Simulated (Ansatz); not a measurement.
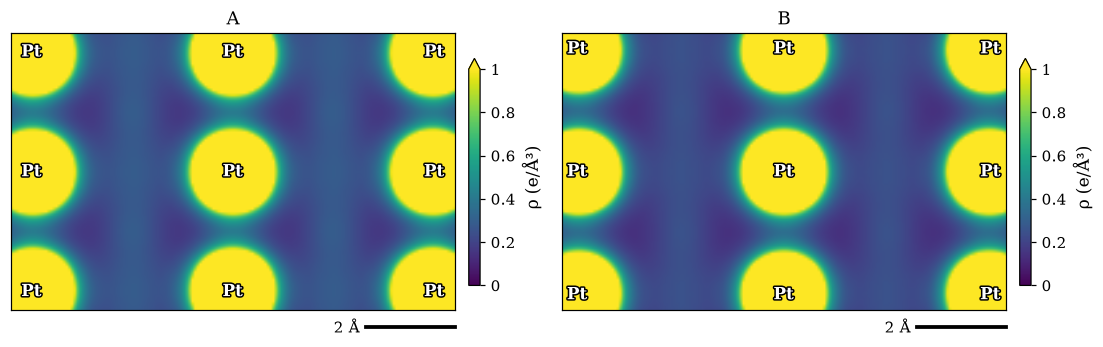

Pt. The valence charge density (pseudo) of two cells that differ in size, on the (100) plane of each (indices in the axes of the calculation cell), at one length scale and on one colour scale: B has 17.3 Å³ an atom and A 16.0.

The calculation used DFT, PBE, plane waves (420 eV) with PAW, scalar-relativistic (Ansatz).

The density is the valence pseudo-density of a PAW calculation; it isn't the true density close to the nuclei.

What changes from the larger cell to the smaller?

Answer. From the larger cell to the smaller, Pt–Pt goes from 2.77 to 2.70 Å, and the density at its midpoint from 0.36 to 0.42 e/Å³; the pressure goes from −15 to 0.0 GPa.
